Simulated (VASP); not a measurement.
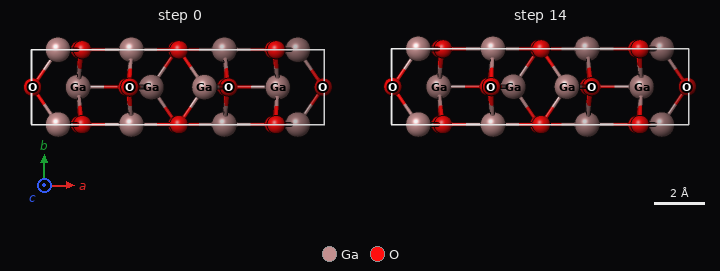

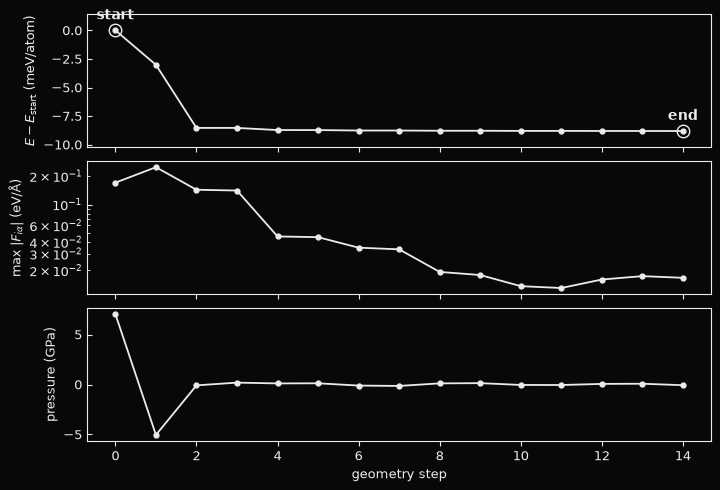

First and last geometry of a relaxation of solid Ga2O3 (set up in C2/m), with the history of the run. The picture is a ball-and-stick view of the conventional cell (2 times the calculation's cell), seen along the c axis. Lengths and directions refer to the drawn axes.

The run lets cell and atoms move.

All numbers below come from VASP 6.6.1, Kohn-Sham DFT of a periodic cell, PBE, VASP PAW PBE potentials, recommended.

The input:
```
SYSTEM = Ga2O3
PREC = Accurate
ENCUT = 600
EDIFF = 1E-6
ISMEAR = 0
SIGMA = 0.02
LREAL = .FALSE.
LASPH = .TRUE.
NELM = 120
ALGO = Normal
ISIF = 3
LWAVE = .FALSE.
LCHARG = .FALSE.
GGA = PE
IBRION = 2
NSW = 80
EDIFFG = -0.005
KPAR = 4
```

Command:
```bash
cat potpaw_PBE.64/Ga_d/POTCAR potpaw_PBE.64/O/POTCAR > POTCAR
mpirun -np 4 vasp_std > vasp.out
```

Question: Did the run converge, and what did it change?

Answer: The run was cut off at its time limit before the relaxation converged, so the last structure is only a point on the way. The largest moves relative to the cell, 0.008 Å, are those of O atoms. Largest moves by element: O 0.008 Å, Ga 0.006 Å. The volume changes by +3.9 %, with a 12.280 → 12.458 Å (+1.4 %), b 3.048 → 3.086 Å (+1.3 %), c 5.817 → 5.882 Å (+1.1 %). Some distances before and after: Ga–O 2.013 → 2.045 Å, Ga–O 2.079 → 2.109 Å, Ga–O 1.942 → 1.972 Å, Ga–O 1.872 → 1.896 Å. The space group stays C2/m (No. 12). The energy falls by 8.8 meV per atom in 14 geometry steps. Largest force component: 0.17 eV/Å at the start, 0.017 eV/Å at the end. Pressure: 7.04 GPa at the start and −0.07 GPa at the end. It ran on 4 threads of Intel(R) Xeon(R) Platinum 8488C (Sapphire Rapids) (shared host).
